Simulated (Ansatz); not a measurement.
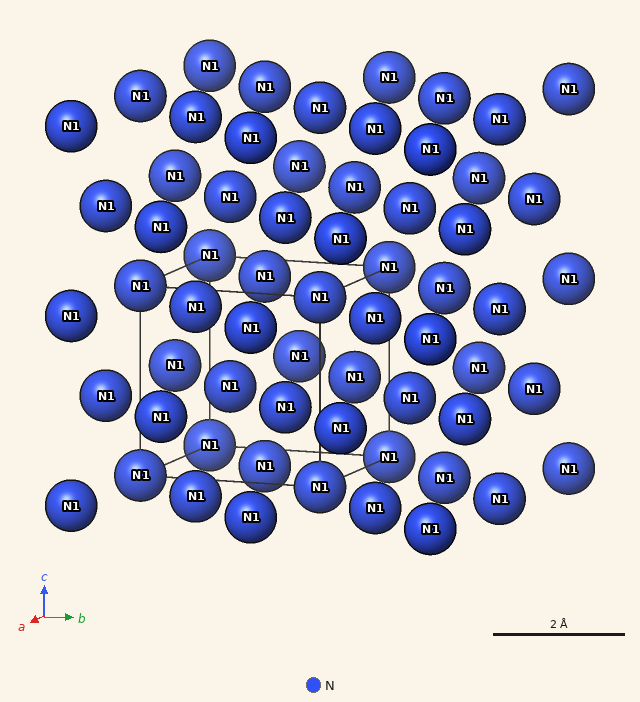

Fig. 1: The input geometry of the first run (ball-and-stick view of the cell 4 times as large as that of the calculation, set on its symmetry axes, repeated 2 × 2 × 2, seen slightly off an axis; atoms are numbered from 1 in the order of the input).

# Two runs on N

System: N (Fm-3m, 1 atom in the cell).
Method of the first run: DFT PBE+D3(BJ), scalar-relativistic, plane waves, PAW, no spin polarisation (Ansatz 0.2.0).

The structure derives from a Materials Project entry. Text and figures count atoms from 1; the logs count them from 0 in places.

**Input file, the first run**
```yaml
crystal:
  lattice:
    - [0.0, 1.4761181795, 1.4761181795]
    - [1.4761181795, 0.0, 1.4761181795]
    - [1.4761181795, 1.4761181795, 0.0]
  atoms:
    - { symbol: "N", position: [0.0, 0.0, 0.0] }
basis:
  ecutwfc: 420
kpoints:
  mp_grid: { grid: [26, 26, 26] }
hamiltonian:
  xc: pbe
  dispersion: d3bj
scf:
  occupations: { method: gaussian, width: 0.15 }
output:
  forces: true
  stress: true
  eigenvalues: true
```

Command:
```bash
ansatz run input.yaml --threads 1 --pin off --max-ram 1228MiB --backend cpu --events-out ev --progress --plain --runs-dir out
```

Hardware: 1 thread of an x86-64 CPU, shared host.

**Output, shortened to warnings, some set-up lines, iterations and results (the first run)**
```
WARN: dispersion: an atom stands within reach of a switch of its C6 between two reference coordination numbers of its element: through that C6 alone, e_disp changes by 0.025 eV or more while the distances to its neighbours run over a stretch of 0.05 Å that contains this geometry (sites counted from 0 in the run's list of atoms or, in a supercell that it derives, in that cell's: here a list of 1) …
Basis set: ecut = 420 eV, 137 PW (Γ), exchange–correlation on 30×30×30 points (8 copies of the dense FFT grid, shifted against one another)
Symmetry: 48 space group operations
k-points: 511 of 17576
Initial density: superposition of atomic densities (neutral atoms: chi_scale 0, normalization atom), corrected by the library's trained network
[...]
SCF iter   1: F=—  HF=-379.510171 eV  |F-HF|=—  |Δ(HF+E_count)|=         —  Δρ=2.97e-3  dr2=2.58e-4  ethr=1.77e-3  ⟨swp⟩=5.0  Hψ=25511  notcnv=0
SCF iter   2: F=—  HF=-379.510026 eV  |F-HF|=—  |Δ(HF+E_count)|=   1.45e-4  Δρ=2.26e-3  dr2=1.80e-4  ethr=5.16e-6  ⟨swp⟩=1.7  Hψ=8372  notcnv=0
SCF iter   3: F=—  HF=-379.510079 eV  |F-HF|=—  |Δ(HF+E_count)|=   5.37e-5  Δρ=1.61e-3  dr2=8.86e-5  ethr=3.60e-6  ⟨swp⟩=2.1  Hψ=4612  notcnv=0
SCF iter   4: F=—  HF=-379.510058 eV  |F-HF|=—  |Δ(HF+E_count)|=   2.10e-5  Δρ=1.07e-3  dr2=4.09e-5  ethr=1.77e-6  ⟨swp⟩=1.0  Hψ=3346  notcnv=0
SCF iter   5: F=-379.510040 eV  HF=-379.510040 eV  |F-HF|=2.44e-8  |Δ(HF+E_count)|=   1.81e-5  Δρ=3.67e-5  dr2=4.07e-8  ethr=8.18e-7  ⟨swp⟩=2.0  Hψ=4416  notcnv=0
SCF iter   6: F=-379.510040 eV  HF=-379.510040 eV  |F-HF|=7.59e-9  |Δ(HF+E_count)|=   7.25e-9  Δρ=1.89e-5  dr2=1.35e-8  ethr=8.13e-10  ⟨swp⟩=3.0  Hψ=13482  notcnv=0
SCF 1 converged in 6 iterations: F = -379.510040 eV  dr2 = 1.35e-8
SCF converged after 6 iterations
Free energy (F): -379.510040 eV
Harris-Foulkes:  -379.510040 eV  (|F-HF|=7.59e-9)
Internal energy: -379.503435 eV  (E = F + TS)
E sigma→0 (E₀):  -379.506738 eV
Entropy (-TS):   -0.006606 eV (-6.606 meV/atom)
Fermi energy:    11.043464 eV
--- Per-component energies (eV) ---
  E_band       = 13.721973
  E_kinetic    = 122.160381
  E_local      = -107.443582  (includes V_loc(G=0)·N_el)
  E_nonlocal   = 48.310247
  E_hartree    = 20.933924
  E_xc         = -58.673068
  E_vxc        = -74.544949  (∫ρ·V_xc dr)
  E_paw        = -125.065396  (= ΣΔE_a)
  E_vpaw       = -16.629074  (= ΣTr[D̂ρ^β])
  E_aug_tail   = 0.000077  (compensation charges beyond the density's cutoff)
  E_ewald      = -279.535496
  E_disp       = -0.190521  (pairwise vdW)
  E_smearing   = -0.006606  (= −TS)
  E_closure    = 0.000000  (closes the sum)
  Σ components = -379.510040   (vs F -379.510040, Δ=0.00e0)
--- Forces (eV/Å), atoms counted from 1 ---
  atom   1  N     -0.00000000     0.00000000     0.00000000
  max |Σ_I F_I| component: 6.68e-33 eV/Å
--- Stress (GPa, compression-positive) ---
       45.074954      -0.000000      -0.000000
        0.000000      45.074954      -0.000000
       -0.000000       0.000000      45.074954
  P = ⅓ Tr σ = 45.0750 GPa (450.750 kbar)
```

For the second run the input was changed thus:
```diff
-    - [0.0, 1.4761181795, 1.4761181795]
-    - [1.4761181795, 0.0, 1.4761181795]
+    - [0.0, 1.4761181795, 1.55380861]
+    - [1.4761181795, 0.0, 1.55380861]
```

What does this change do to the results?

With the same functional and potentials, the second run lies 84.7 meV per atom lower. The pressure goes from 45.07 to 23.16 GPa. The volume per atom goes from 6.43 to 6.77 Å³. The number of SCF iterations is the same. The irreducible k-points go from 511 to 1330.

**Output, shortened to warnings, some set-up lines, iterations and results (the second run)**
```
Basis set: ecut = 420 eV, 137 PW (Γ), exchange–correlation on 30×30×30 points (8 copies of the dense FFT grid, shifted against one another)
Symmetry: 16 space group operations
k-points: 1330 of 17576
Initial density: superposition of atomic densities (neutral atoms: chi_scale 0, normalization atom), corrected by the library's trained network
[...]
SCF iter   1: F=—  HF=-379.594887 eV  |F-HF|=—  |Δ(HF+E_count)|=         —  Δρ=2.39e-3  dr2=1.24e-4  ethr=1.77e-3  ⟨swp⟩=5.0  Hψ=65989  notcnv=0
SCF iter   2: F=—  HF=-379.594747 eV  |F-HF|=—  |Δ(HF+E_count)|=   1.40e-4  Δρ=2.00e-3  dr2=1.45e-4  ethr=2.49e-6  ⟨swp⟩=2.0  Hψ=22578  notcnv=0
SCF iter   3: F=—  HF=-379.594743 eV  |F-HF|=—  |Δ(HF+E_count)|=   3.51e-6  Δρ=9.60e-4  dr2=2.98e-5  ethr=2.49e-6  ⟨swp⟩=1.4  Hψ=9696  notcnv=0
SCF iter   4: F=—  HF=-379.594758 eV  |F-HF|=—  |Δ(HF+E_count)|=   1.48e-5  Δρ=2.42e-4  dr2=1.99e-6  ethr=5.96e-7  ⟨swp⟩=2.2  Hψ=11948  notcnv=0
SCF iter   5: F=—  HF=-379.594757 eV  |F-HF|=—  |Δ(HF+E_count)|=   6.96e-7  Δρ=8.22e-5  dr2=2.57e-7  ethr=3.98e-8  ⟨swp⟩=1.3  Hψ=9417  notcnv=0
SCF iter   6: F=-379.594757 eV  HF=-379.594757 eV  |F-HF|=1.40e-8  |Δ(HF+E_count)|=   1.03e-7  Δρ=2.38e-5  dr2=2.25e-8  ethr=2.00e-9  ⟨swp⟩=5.2  Hψ=43686  notcnv=0
SCF 1 converged in 6 iterations: F = -379.594757 eV  dr2 = 2.25e-8
SCF converged after 6 iterations
Free energy (F): -379.594757 eV
Harris-Foulkes:  -379.594757 eV  (|F-HF|=1.40e-8)
Internal energy: -379.588219 eV  (E = F + TS)
E sigma→0 (E₀):  -379.591488 eV
Entropy (-TS):   -0.006538 eV (-6.538 meV/atom)
Fermi energy:    10.087411 eV
--- Per-component energies (eV) ---
  E_band       = 10.219220
  E_kinetic    = 120.960435
  E_local      = -112.598596  (includes V_loc(G=0)·N_el)
  E_nonlocal   = 48.177641
  E_hartree    = 22.115148
  E_xc         = -58.282303
  E_vxc        = -74.011926  (∫ρ·V_xc dr)
  E_paw        = -124.991988  (= ΣΔE_a)
  E_vpaw       = -16.537328  (= ΣTr[D̂ρ^β])
  E_aug_tail   = 0.000069  (compensation charges beyond the density's cutoff)
  E_ewald      = -274.781870
  E_disp       = -0.186756  (pairwise vdW)
  E_smearing   = -0.006538  (= −TS)
  E_closure    = 0.000000  (closes the sum)
  Σ components = -379.594757   (vs F -379.594757, Δ=0.00e0)
--- Forces (eV/Å), atoms counted from 1 ---
  atom   1  N      0.00000000    -0.00000000     0.00000000
  max |Σ_I F_I| component: 2.47e-32 eV/Å
--- Stress (GPa, compression-positive) ---
       15.815473       0.000000       0.000000
        0.000000      15.815473       0.000000
        0.000000       0.000000      37.844029
  P = ⅓ Tr σ = 23.1583 GPa (231.583 kbar)
```

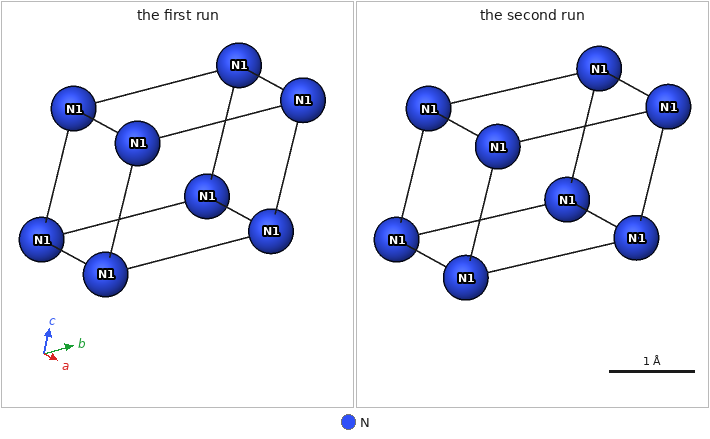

Fig. 2: The two input geometries at one scale (ball-and-stick view of the cell of the calculation, seen slightly off an axis). The atoms keep their places relative to the cell (all moves are under 0.005 Å). Cell: a = b 2.088 → 2.143 Å (+2.7 %), c stays at 2.088 Å, α 60.0° → 60.9°, β 60.0° → 60.9°, γ 60.0° → 58.3°. Volume +5.3 %.

**The two runs side by side**

| quantity | the first run | the second run |
| --- | --- | --- |
| outcome | converged | converged |
| free energy per atom (eV) | −379.5100 | −379.5948 |
| energy per atom, smearing taken to zero (eV) | −379.5067 | −379.5915 |
| gap on the mesh (eV) | 0.00 | 0.00 |
| pressure (GPa) | 45.07 | 23.16 |
| volume per atom (Å³) | 6.43 | 6.77 |
| largest force (eV/Å) | 0.000 | 0.000 |
| SCF iterations | 6 | 6 |
| irreducible k-points | 511 | 1330 |
| plane waves at Γ | 137 | 137 |
| wall time (shared host) | 3 s | 10 s |

For both runs: The cell holds an odd number of electrons but the run has no spin polarisation, so it comes out as a metal. For the first run: The cell is under a pressure of 45 GPa at this level, so it is not at its equilibrium volume.
